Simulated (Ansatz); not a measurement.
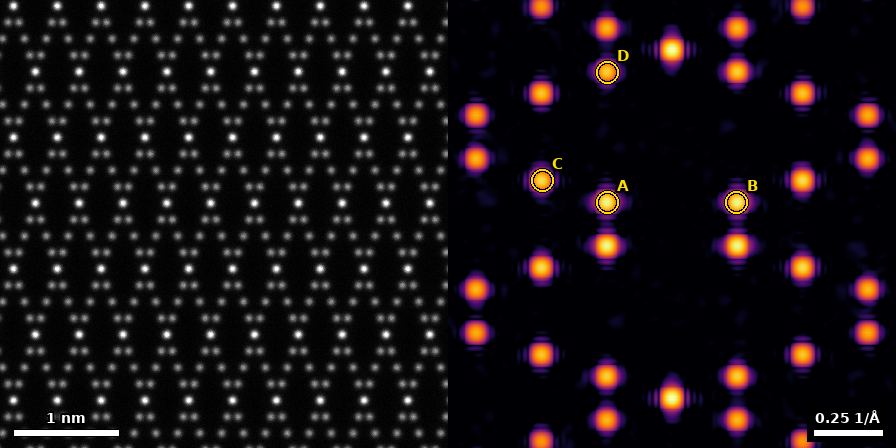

HAADF-like image of a crystal. Simulated incoherent Z contrast: every atom adds Z^1.7 spread by a probe of 0.59 Å full width; channelling and multiple scattering are left out. The probe carries 15 % of its weight in a tail 2.5 times as wide. Shot noise was added.

The right panel is the modulus of the image's Fourier transform on a logarithmic scale.

Which lattice spacings do the marked spots stand for, and what angle do A and B enclose?

A: 4.0 Å, B: 4.0 Å, C: 2.0 Å, D: 1.6 Å; A and B enclose about 143°.

The crystal is Rb (Pm-3n, No. 223) along [221]; the spots are (-1 0 2), (0 1 -2), (-2 0 4) and (-4 3 2). Structure: the end point of a relaxation with DFT, PBEsol, plane waves (420 eV) with PAW, scalar-relativistic (Ansatz); the starting structure was generated, so it need not be a known form of this composition.
